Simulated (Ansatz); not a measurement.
# ZnCu2SnS4: geometry relaxation (part 1 of 2)

- system: ZnCu2SnS4 (I-4, 8 atoms in the cell)
- method: DFT PBE, scalar-relativistic, plane waves, PAW, no spin polarisation (Ansatz 0.2.0)

The structure derives from an entry of the Crystallography Open Database. Figures and captions count atoms from 1; the log counts them from 0 in places.

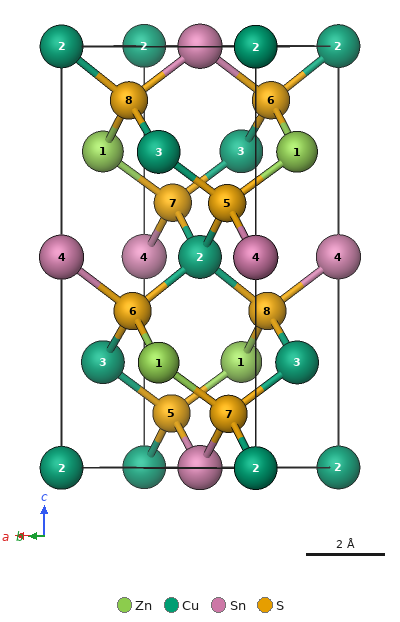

*The starting structure (ball-and-stick view of the cell 2 times as large as that of the calculation, set on its symmetry axes, seen at an oblique angle; atoms are numbered from 1 in the order of the input). An atom can appear more than once, as a periodic image.*

Near neighbours in the periodic cell (some may lie outside the picture): Zn has 4 S at 2.33 Å; Cu has 4 S at 2.33 Å; Sn has 4 S at 2.41 Å; S has 2 Cu at 2.33 Å, 1 Sn at 2.41 Å and 1 Zn at 2.33 Å.

**Summary**

- outcome: converged
- space group (tolerance 0.01 Å): I-4 (82)
- electrons treated: 88
- free energy: −26205.5522 eV
- Fermi energy: 7.847 eV
- gap on the k-point mesh: 0.04 eV
- pressure: −0.01 GPa
- final volume: 163.50 Å³
- largest force (length of the vector) at the end: 0.003 eV/Å
- final cell: a = 6.693 Å, b = 6.693 Å, c = 6.693 Å, α = 131.75°, β = 131.75°, γ = 70.62°
- hardware: 2 threads of Intel Xeon (Sapphire Rapids), 32 GiB of memory available, shared host
- wall time: 3.8 min (CPU time 7.5 min)
- peak memory: 1.2 GiB

**Input file**
```yaml
crystal:
  lattice:
    - [-2.7171, 2.7171, 5.4248]
    - [2.7171, -2.7171, 5.4248]
    - [2.7171, 2.7171, -5.4248]
  atoms:
    - { symbol: Zn, position: [0.25, 0.75, 0.5] }
    - { symbol: Cu, position: [0.0, 0.0, 0.0] }
    - { symbol: Cu, position: [0.75, 0.25, 0.5] }
    - { symbol: Sn, position: [0.5, 0.5, 0.0] }
    - { symbol: S, position: [0.37161, 0.88441, 0.9996] }
    - { symbol: S, position: [0.11559, 0.11519, 0.4872] }
    - { symbol: S, position: [0.88481, 0.37201, 0.0004] }
    - { symbol: S, position: [0.62799, 0.62839, 0.5128] }
basis:
  ecutwfc: 420
kpoints:
  mp_grid: { grid: [10, 10, 10] }
hamiltonian:
  xc: pbe
scf:
  occupations: { method: gaussian, width: 0.01 }
output:
  forces: true
  stress: true
  eigenvalues: true
  write_density: true
  write_potential: true
  elf: true
  volumetric_format: npy
relax:
  adjacent_minimum: "off"
  f_tol: 0.005
  max_steps: 80
  cell: { stress_tol: 0.05 }
```

Launch command:
```bash
ansatz run input.yaml --threads 2 --pin off --max-ram 5120MiB --backend cpu --events-out ev --progress --plain --runs-dir out
```

**Output**
```
Engine: ansatz 0.2.0, x86_64-unknown-linux-gnu
Pseudopotentials: kind: paw
Pseudopotential: Zn, paw, valence charge 12, recommended cutoff 420 eV (normal), Zn.paw.azcp
Pseudopotential: Cu, paw, valence charge 19, recommended cutoff 420 eV (normal), Cu.paw.azcp
Pseudopotential: Sn, paw, valence charge 14, recommended cutoff 420 eV (normal), Sn.paw.azcp
Pseudopotential: S, paw, valence charge 6, recommended cutoff 420 eV (normal), S.paw.azcp
Functional definition: PBE
  parameter kappa = 0.804
  parameter beta = 0.06672455060314922
  exchange = pbe_x(kappa = kappa, mu = beta*pi^2/3)
  correlation = pbe_c(beta = beta)
Crystal: 8 atoms, lattice volume = 160.197 Å³
Basis set: ecut = 420 eV, 3083 PW (Γ), exchange–correlation on 90×90×90 points (8 copies of the dense FFT grid, shifted against one another)
Bands: 53, of which v1, the nominal top of the filled ones, is band 44 counted from 1 (43 counted from 0)
Symmetry: 4 space group operations
Space group: I-4 (ITA 82), of the structure as read, at distance tolerance 5.4e-5 Å
k-points: 144 of 1000 (time reversal used)
Non-local potential: Zn, projectors of the file, l = 0: 2, l = 1: 2, l = 2: 3, l = 3: 1
Non-local potential: Cu, projectors of the file, l = 0: 3, l = 1: 2, l = 2: 3, l = 3: 1
Non-local potential: Sn, projectors of the file, l = 0: 2, l = 1: 2, l = 2: 2, l = 3: 2
Non-local potential: S, projectors of the file, l = 0: 2, l = 1: 2, l = 2: 2
PAW form: soft (Blöchl's): semilocal exchange-correlation on the pseudo side does not see the compensation charge
PAW one-centre angular grid: Zn, 590 points (default); XC on 64 Gauss nodes
PAW one-centre angular grid: Cu, 590 points (default); XC on 64 Gauss nodes
PAW one-centre angular grid: Sn, 590 points (default); XC on 64 Gauss nodes
PAW one-centre angular grid: S, 110 points (default); XC on 64 Gauss nodes
Initial density: superposition of atomic densities (neutral atoms: chi_scale 0, normalization atom), corrected by the library's trained network
Initial wavefunctions: pseudopotential atomic-orbital guess
Functional: x = pbe(κ = 0.804, μ = 0.2195149727645171), c = pbe(β = 0.06672455060314922)
SCF iter   1: F=—  HF=-26205.464437 eV  |F-HF|=—  |Δ(HF+E_count)|=         —  Δρ=9.54e-4  dr2=1.07e-3  ethr=1.77e-3  ⟨swp⟩=7.0  Hψ=31764  notcnv=0  defer=4
preconditioner: auto → Resta (q_TF=auto, 2.469 Å⁻¹)  ε∞=5.8  [insulator: Δε(μ)=0.299 eV  Ē_g=11.368 eV  σ=0.010 eV  W_gap=1.00  n_scr=36 (ndim 8)  ℏωp=24.9 eV  f_vac=0.037  D(μ)=0.00/eV (n_scr^D=0)  ε∞_Penn≈5.8]
SCF iter   2: F=—  HF=-26205.464994 eV  |F-HF|=—  |Δ(HF+E_count)|=   5.57e-4  Δρ=9.77e-4  dr2=8.49e-4  ethr=1.21e-6  ⟨swp⟩=3.0  Hψ=19238  notcnv=0  defer=504
SCF iter   3: F=—  HF=-26205.464876 eV  |F-HF|=—  |Δ(HF+E_count)|=   1.18e-4  Δρ=3.45e-4  dr2=1.44e-4  ethr=9.65e-7  ⟨swp⟩=2.0  Hψ=14015  notcnv=0  defer=504
SCF iter   4: F=—  HF=-26205.465058 eV  |F-HF|=—  |Δ(HF+E_count)|=   1.82e-4  Δρ=1.21e-4  dr2=1.67e-5  ethr=1.63e-7  ⟨swp⟩=2.0  Hψ=10981  notcnv=0  defer=504
SCF iter   5: F=—  HF=-26205.465150 eV  |F-HF|=—  |Δ(HF+E_count)|=   9.21e-5  Δρ=7.94e-5  dr2=8.88e-6  ethr=1.90e-8  ⟨swp⟩=2.0  Hψ=13176  notcnv=0  defer=504
SCF iter   6: F=—  HF=-26205.465150 eV  |F-HF|=—  |Δ(HF+E_count)|=   5.60e-7  Δρ=5.30e-5  dr2=4.10e-6  ethr=1.01e-8  ⟨swp⟩=2.0  Hψ=13380  notcnv=0  defer=504
SCF iter   7: F=—  HF=-26205.465151 eV  |F-HF|=—  |Δ(HF+E_count)|=   7.77e-7  Δρ=2.42e-5  dr2=1.02e-6  ethr=4.66e-9  ⟨swp⟩=2.1  Hψ=10089  notcnv=0  defer=504
SCF iter   8: F=—  HF=-26205.465151 eV  |F-HF|=—  |Δ(HF+E_count)|=   3.42e-7  Δρ=7.93e-6  dr2=1.41e-7  ethr=1.16e-9  ⟨swp⟩=2.0  Hψ=11016  notcnv=0  defer=504
SCF iter   9: F=-26205.465151 eV  HF=-26205.465151 eV  |F-HF|=1.69e-8  |Δ(HF+E_count)|=   1.12e-7  Δρ=3.83e-6  dr2=2.33e-8  ethr=1.14e-10  ⟨swp⟩=13.5  Hψ=53911  notcnv=0
SCF 1 converged in 9 iterations: F = -26205.465151 eV  dr2 = 2.33e-8
  greatest PAW one-centre occupation: 1.000 electrons in one spin orbital (limit 2), on the Cu atom at site 2 (counted from 0), in its partial waves of l = 0
relax step   1: F+E_penalty+E_count = -26205.46515140 eV  Δ(F+E_penalty+E_count) = +0.000e0 eV  max|allowed force component| = 5.585e-1 eV/Å  Δτ_max = 0.0000 Å  P = +2.065 GPa  Ω = 160.197 Å³  (9 SCF iters, dr2 threshold 1.00e-7 eV, accepted)
Crystal: 8 atoms, lattice volume = 163.341 Å³
Basis set: ecut = 420 eV, 3195 PW (Γ), exchange–correlation on 90×90×90 points (8 copies of the dense FFT grid, shifted against one another)
Initial density: handed on by an earlier stage of this run
Initial wavefunctions: those handed on with the density
iter 1 solved again at ethr=7.89e-6 eV; its pass at ethr=3.10e-3 eV (dr2=6.94e-3 eV) is discarded
SCF iter   1: F=—  HF=-26205.544183 eV  |F-HF|=—  |Δ(HF+E_count)|=         —  Δρ=2.53e-3  dr2=6.94e-3  ethr=7.89e-6  ⟨swp⟩=4.1  Hψ=34055  notcnv=0
preconditioner: auto → Resta (q_TF=auto, 2.461 Å⁻¹)  ε∞=5.8  [insulator: Δε(μ)=0.080 eV  Ē_g=11.245 eV  σ=0.010 eV  W_gap=1.00  n_scr=36 (ndim 8)  ℏωp=24.7 eV  f_vac=0.044  D(μ)=0.00/eV (n_scr^D=0)  ε∞_Penn≈5.8]
SCF iter   2: F=—  HF=-26205.543836 eV  |F-HF|=—  |Δ(HF+E_count)|=   3.47e-4  Δρ=1.51e-3  dr2=2.47e-3  ethr=7.88e-6  ⟨swp⟩=2.2  Hψ=11040  notcnv=0
SCF iter   3: F=—  HF=-26205.544241 eV  |F-HF|=—  |Δ(HF+E_count)|=   4.05e-4  Δρ=2.02e-3  dr2=4.30e-3  ethr=2.81e-6  ⟨swp⟩=2.2  Hψ=15146  notcnv=0
SCF iter   4: F=—  HF=-26205.543621 eV  |F-HF|=—  |Δ(HF+E_count)|=   6.20e-4  Δρ=2.52e-4  dr2=7.34e-5  ethr=2.81e-6  ⟨swp⟩=2.1  Hψ=14245  notcnv=0
SCF iter   5: F=—  HF=-26205.543698 eV  |F-HF|=—  |Δ(HF+E_count)|=   7.74e-5  Δρ=1.66e-4  dr2=3.27e-5  ethr=8.34e-8  ⟨swp⟩=2.0  Hψ=11520  notcnv=0
SCF iter   6: F=—  HF=-26205.543701 eV  |F-HF|=—  |Δ(HF+E_count)|=   2.94e-6  Δρ=1.04e-4  dr2=1.36e-5  ethr=3.72e-8  ⟨swp⟩=2.0  Hψ=11490  notcnv=0
SCF iter   7: F=—  HF=-26205.543702 eV  |F-HF|=—  |Δ(HF+E_count)|=   7.03e-7  Δρ=6.47e-5  dr2=5.10e-6  ethr=1.55e-8  ⟨swp⟩=2.0  Hψ=9833  notcnv=0
SCF iter   8: F=-26205.543703 eV  HF=-26205.543703 eV  |F-HF|=2.53e-7  |Δ(HF+E_count)|=   1.11e-6  Δρ=1.99e-5  dr2=5.38e-7  ethr=9.09e-10  ⟨swp⟩=7.6  Hψ=55634  notcnv=0
SCF 2 converged in 8 iterations: F = -26205.543703 eV  dr2 = 5.38e-7
relax step   2: F+E_penalty+E_count = -26205.54370337 eV  Δ(F+E_penalty+E_count) = -7.855e-2 eV  max|allowed force component| = 1.729e-1 eV/Å  Δτ_max = 0.0409 Å  P = +0.145 GPa  Ω = 163.341 Å³  energy of the carried Pulay correction = -1.147e-3 eV  (8 SCF iters, dr2 threshold 8.00e-7 eV, accepted)
Crystal: 8 atoms, lattice volume = 163.770 Å³
iter 1 solved again at ethr=1.90e-6 eV; its pass at ethr=3.10e-3 eV (dr2=1.67e-3 eV) is discarded
SCF iter   1: F=—  HF=-26205.550665 eV  |F-HF|=—  |Δ(HF+E_count)|=         —  Δρ=1.38e-3  dr2=1.82e-3  ethr=1.90e-6  ⟨swp⟩=3.8  Hψ=29571  notcnv=0
preconditioner: auto → Resta (q_TF=auto, 2.460 Å⁻¹)  ε∞=5.8  [insulator: Δε(μ)=0.038 eV  Ē_g=11.226 eV  σ=0.010 eV  W_gap=0.99  n_scr=36 (ndim 8)  ℏωp=24.6 eV  f_vac=0.043  D(μ)=0.01/eV (n_scr^D=0)  ε∞_Penn≈5.8]
SCF iter   2: F=—  HF=-26205.550721 eV  |F-HF|=—  |Δ(HF+E_count)|=   5.56e-5  Δρ=1.07e-3  dr2=1.21e-3  ethr=1.90e-6  ⟨swp⟩=2.1  Hψ=15137  notcnv=0  defer=1
SCF iter   3: F=—  HF=-26205.550474 eV  |F-HF|=—  |Δ(HF+E_count)|=   2.47e-4  Δρ=5.58e-4  dr2=3.03e-4  ethr=1.38e-6  ⟨swp⟩=2.0  Hψ=11187  notcnv=0
SCF iter   4: F=—  HF=-26205.550504 eV  |F-HF|=—  |Δ(HF+E_count)|=   3.04e-5  Δρ=1.48e-4  dr2=2.09e-5  ethr=3.45e-7  ⟨swp⟩=2.0  Hψ=8803  notcnv=0
SCF iter   5: F=—  HF=-26205.550503 eV  |F-HF|=—  |Δ(HF+E_count)|=   1.02e-6  Δρ=5.40e-5  dr2=3.87e-6  ethr=2.38e-8  ⟨swp⟩=2.0  Hψ=10082  notcnv=0
SCF iter   6: F=-26205.550504 eV  HF=-26205.550504 eV  |F-HF|=3.48e-8  |Δ(HF+E_count)|=   1.13e-6  Δρ=1.34e-5  dr2=2.55e-7  ethr=9.09e-10  ⟨swp⟩=7.7  Hψ=55764  notcnv=0
SCF 3 converged in 6 iterations: F = -26205.550504 eV  dr2 = 2.55e-7
  greatest PAW one-centre occupation: 1.000 electrons in one spin orbital (limit 2), on the Cu atom at site 1 (counted from 0), in its partial waves of l = 0
relax step   3: F+E_penalty+E_count = -26205.55050417 eV  Δ(F+E_penalty+E_count) = -6.801e-3 eV  max|allowed force component| = 3.657e-2 eV/Å  Δτ_max = 0.0157 Å  P = -0.104 GPa  Ω = 163.770 Å³  energy of the carried Pulay correction = -1.301e-3 eV  (6 SCF iters, dr2 threshold 8.00e-7 eV, accepted)
Crystal: 8 atoms, lattice volume = 163.503 Å³
iter 1 solved again at ethr=4.62e-7 eV; its pass at ethr=3.10e-3 eV (dr2=4.07e-4 eV) is discarded
SCF iter   1: F=—  HF=-26205.551090 eV  |F-HF|=—  |Δ(HF+E_count)|=         —  Δρ=6.70e-4  dr2=4.64e-4  ethr=4.62e-7  ⟨swp⟩=4.4  Hψ=28984  notcnv=0
preconditioner: auto → Resta (q_TF=auto, 2.461 Å⁻¹)  ε∞=5.8  [insulator: Δε(μ)=0.039 eV  Ē_g=11.232 eV  σ=0.010 eV  W_gap=0.99  n_scr=36 (ndim 8)  ℏωp=24.6 eV  f_vac=0.042  D(μ)=0.00/eV (n_scr^D=0)  ε∞_Penn≈5.8]
SCF iter   2: F=—  HF=-26205.551129 eV  |F-HF|=—  |Δ(HF+E_count)|=   3.95e-5  Δρ=6.17e-4  dr2=4.07e-4  ethr=4.62e-7  ⟨swp⟩=2.0  Hψ=15056  notcnv=0
SCF iter   3: F=—  HF=-26205.551039 eV  |F-HF|=—  |Δ(HF+E_count)|=   9.06e-5  Δρ=1.78e-4  dr2=3.10e-5  ethr=4.62e-7  ⟨swp⟩=2.0  Hψ=10035  notcnv=0
SCF iter   4: F=—  HF=-26205.551079 eV  |F-HF|=—  |Δ(HF+E_count)|=   4.10e-5  Δρ=4.04e-5  dr2=2.14e-6  ethr=3.52e-8  ⟨swp⟩=2.0  Hψ=8782  notcnv=0
SCF iter   5: F=—  HF=-26205.551080 eV  |F-HF|=—  |Δ(HF+E_count)|=   5.09e-7  Δρ=4.01e-5  dr2=1.94e-6  ethr=2.43e-9  ⟨swp⟩=2.0  Hψ=11511  notcnv=0
SCF iter   6: F=—  HF=-26205.551080 eV  |F-HF|=—  |Δ(HF+E_count)|=   1.14e-7  Δρ=2.74e-5  dr2=8.55e-7  ethr=2.21e-9  ⟨swp⟩=2.4  Hψ=11638  notcnv=0
SCF iter   7: F=-26205.551080 eV  HF=-26205.551080 eV  |F-HF|=1.47e-8  |Δ(HF+E_count)|=   1.57e-7  Δρ=3.71e-6  dr2=2.49e-8  ethr=9.50e-11  ⟨swp⟩=7.1  Hψ=54120  notcnv=0
SCF 4 converged in 7 iterations: F = -26205.551080 eV  dr2 = 2.49e-8
relax step   4: F+E_penalty+E_count = -26205.55107973 eV  Δ(F+E_penalty+E_count) = -5.756e-4 eV  max|allowed force component| = 2.513e-3 eV/Å  Δτ_max = 0.0047 Å  P = -0.006 GPa  Ω = 163.503 Å³  energy of the carried Pulay correction = -1.205e-3 eV  (7 SCF iters, dr2 threshold 8.36e-8 eV, accepted)
Initial wavefunctions: pseudopotential atomic-orbital guess (no wavefunctions were taken with the density)
iter 1 solved again at ethr=1.07e-7 eV; its pass at ethr=3.10e-3 eV (dr2=9.39e-5 eV) is discarded
SCF iter   1: F=—  HF=-26205.549417 eV  |F-HF|=—  |Δ(HF+E_count)|=         —  Δρ=2.90e-4  dr2=3.50e-6  ethr=1.07e-7  ⟨swp⟩=4.0  Hψ=55792  notcnv=0
preconditioner: auto → Resta (q_TF=auto, 2.461 Å⁻¹)  ε∞=5.8  [insulator: Δε(μ)=0.045 eV  Ē_g=11.234 eV  σ=0.010 eV  W_gap=1.00  n_scr=36 (ndim 8)  ℏωp=24.6 eV  f_vac=0.042  D(μ)=0.00/eV (n_scr^D=0)  ε∞_Penn≈5.8]
SCF iter   2: F=—  HF=-26205.551506 eV  |F-HF|=—  |Δ(HF+E_count)|=   2.09e-3  Δρ=1.48e-4  dr2=1.41e-6  ethr=3.98e-9  ⟨swp⟩=2.0  Hψ=12148  notcnv=0
SCF iter   3: F=—  HF=-26205.552184 eV  |F-HF|=—  |Δ(HF+E_count)|=   6.78e-4  Δρ=4.10e-5  dr2=1.09e-6  ethr=1.61e-9  ⟨swp⟩=2.0  Hψ=11731  notcnv=0
SCF iter   4: F=—  HF=-26205.552201 eV  |F-HF|=—  |Δ(HF+E_count)|=   1.64e-5  Δρ=1.40e-5  dr2=1.32e-7  ethr=1.24e-9  ⟨swp⟩=2.0  Hψ=13680  notcnv=0
SCF iter   5: F=—  HF=-26205.552203 eV  |F-HF|=—  |Δ(HF+E_count)|=   2.08e-6  Δρ=4.11e-6  dr2=6.09e-9  ethr=1.50e-10  ⟨swp⟩=2.1  Hψ=13352  notcnv=0
SCF iter   6: F=—  HF=-26205.552203 eV  |F-HF|=—  |Δ(HF+E_count)|=   3.17e-7  Δρ=2.36e-6  dr2=4.12e-9  ethr=6.92e-12  ⟨swp⟩=2.0  Hψ=11342  notcnv=0
SCF iter   7: F=—  HF=-26205.552203 eV  |F-HF|=—  |Δ(HF+E_count)|=   4.85e-8  Δρ=2.04e-6  dr2=4.01e-9  ethr=4.69e-12  ⟨swp⟩=2.1  Hψ=13563  notcnv=0
SCF iter   8: F=—  HF=-26205.552203 eV  |F-HF|=—  |Δ(HF+E_count)|=   1.98e-9  Δρ=7.66e-7  dr2=1.93e-10  ethr=4.56e-12  ⟨swp⟩=2.0  Hψ=9568  notcnv=0
SCF iter   9: F=-26205.552203 eV  HF=-26205.552203 eV  |F-HF|=2.18e-11  |Δ(HF+E_count)|=   1.65e-8  Δρ=1.21e-7  dr2=2.44e-11  ethr=1.00e-12  ⟨swp⟩=6.1  Hψ=35762  notcnv=0
SCF 5 converged in 9 iterations: F = -26205.552203 eV  dr2 = 2.44e-11
relax step   5: F+E_penalty+E_count = -26205.55220309 eV  Δ(F+E_penalty+E_count) = -1.123e-3 eV  max|allowed force component| = 2.467e-3 eV/Å  Δτ_max = 0.0000 Å  P = -0.011 GPa  Ω = 163.503 Å³  stress off target by 3.16e-2 GPa  SCF on the basis re-selected at this cell (its energy is not comparable with the rows above)  (9 SCF iters)
```

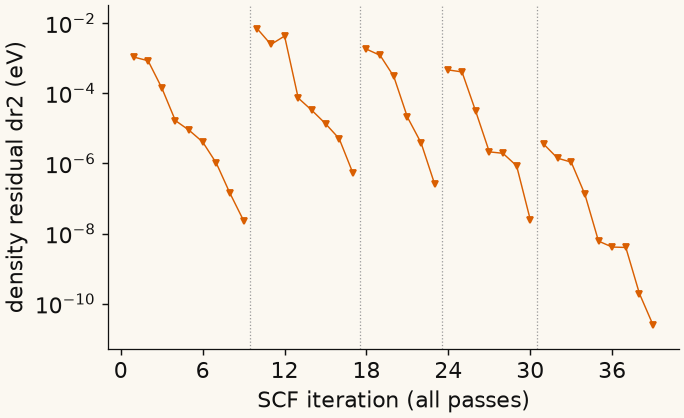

*Convergence of the self-consistent field: density residual dr2 against the SCF iteration. The dotted lines part the SCF passes of the relaxation: geometry steps, rejected trials and re-solves on a re-selected basis.*

The 5 passes take 6 to 9 iterations each, 39 in all.

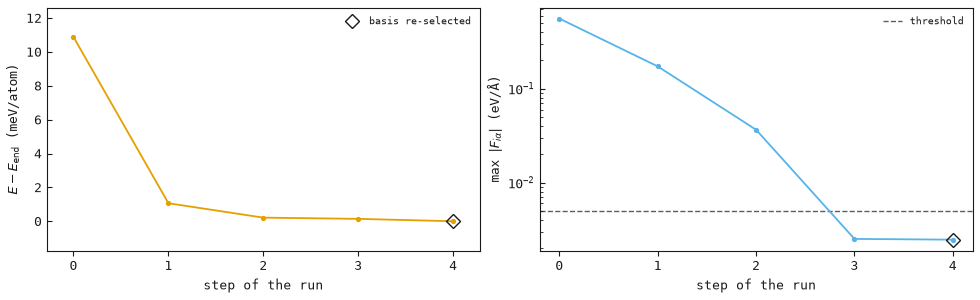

*Progress of the relaxation, step by step (the first geometry is step 0 here and step 1 in the log).*
